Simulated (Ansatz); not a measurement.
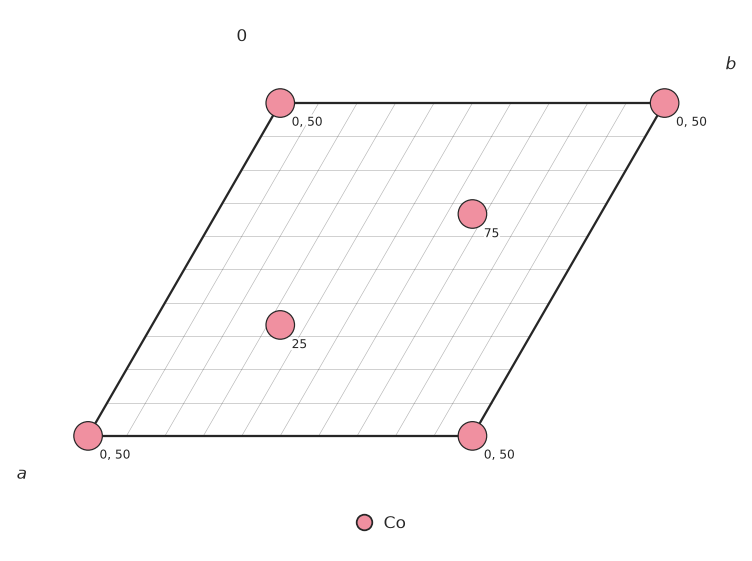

Plan of a unit cell projected along c (a down the page, b across); the numbers are heights in hundredths of c, and atoms on the cell's edges are repeated. The grid marks tenths of a and b. Source: the end point of a relaxation with Ansatz 0.2.0, DFT PBE, scalar-relativistic, plane waves, PAW; the starting structure was generated, so it need not be a known form of this composition. The drawing is computed from the coordinates (standard cell, symmetry found to 0.002 Å).

a = 2.494 Å, b = 2.494 Å, c = 8.088 Å, α = 90.00°, β = 90.00°, γ = 120.00°.

### What does the cell contain?

4 Co: Co, Z = 4.

### Which space group?

P6₃/mmc, No. 194, primitive hexagonal.

### Give the fractional coordinates of all atoms, to two places.

```
atom     x     y     z
  Co  0.00  0.00  0.50
  Co  0.00  0.00  0.00
  Co  0.33  0.67  0.75
  Co  0.67  0.33  0.25
```
